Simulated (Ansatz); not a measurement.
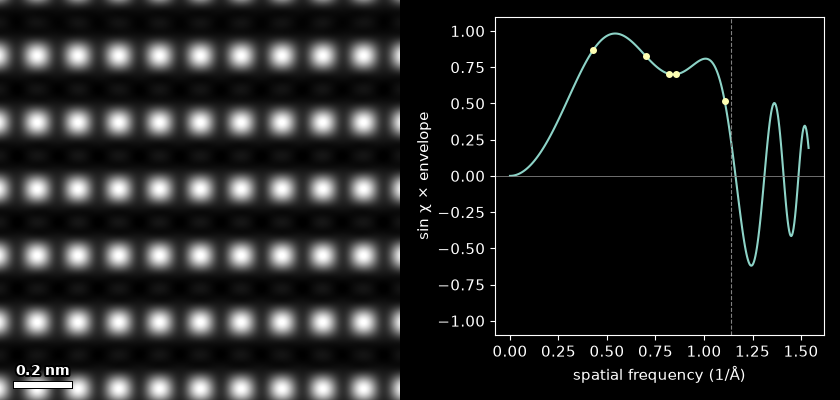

HRTEM-like image of Al (Fm-3m, No. 225) along [211]. Simulated in the weak-phase-object approximation with neutral-atom potentials: 200 kV, Cs = −20 µm, defocus +85 Å (negative is underfocus), defocus spread 8 Å, aperture 1.14 1/Å. Structure used: the geometry relaxed with DFT PBE, scalar-relativistic, plane waves, PAW (Ansatz); the starting structure was generated, so it need not be a known form of this composition.

The plot gives the contrast transfer function, the aperture (dashed) and the crystal's spatial frequencies that carry visible contrast (dots).

What point resolution do these settings give, and which lattice spacings pass?

About 0.9 Å (0.66 |Cs|^(1/4) λ^(3/4) with λ = 0.0251 Å). The spacings that carry visible contrast are {111} at 2.33 Å, {220} at 1.43 Å, {311} at 1.22 Å, {222} at 1.17 Å, {420} at 0.90 Å.

Do the atom columns appear dark or bright, and why?

Bright. With negative Cs and overfocus sin χ is positive over the pass band, so the strongest columns (Al) come out brighter than the background.
